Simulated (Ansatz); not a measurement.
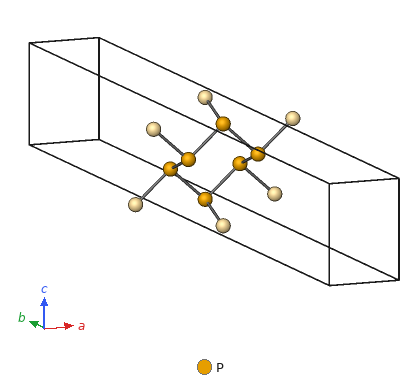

Ball-and-stick representation of a periodic structure, projected slightly off an axis. Atoms at the boundary of the simulation cell (the box) are drawn once for each face, edge or corner they touch. Atoms outside the box are added where they are bonded to one inside, in fainter colours.

P, space group Pmna (No. 53), a = 3.288 Å, b = 34.870 Å, c = 4.543 Å, α = 90.00°, β = 90.00°, γ = 90.00°. Origin of the cell: a structure listed in the Materials Project. The cell was then strained or its atoms displaced on purpose. A calculation with Ansatz used it as input.

This one geometry was computed with Ansatz (DFT, plane waves, PAW) at three levels of theory: r2SCAN, HSE06 and PBE.

> How does the band gap change with the level of theory?

PBE: a gap of 0.82 eV, direct; r2SCAN: a gap of 1.00 eV, direct; HSE06: a gap of 1.50 eV, direct.

> Collect the results in a table.

| level | cutoff (eV) | k-mesh of the run's cell | gap (eV) | pressure (GPa) |
| --- | --- | --- | --- | --- |
| r2SCAN | 500 | 8×2×6 | 1.00 | 0.1 |
| HSE06 | 420 | 6×1×4 | 1.50 | 0.0 |
| PBE | 420 | 8×2×6 | 0.82 | 0.3 |

Gaps are taken on the k-mesh or band path of each run.
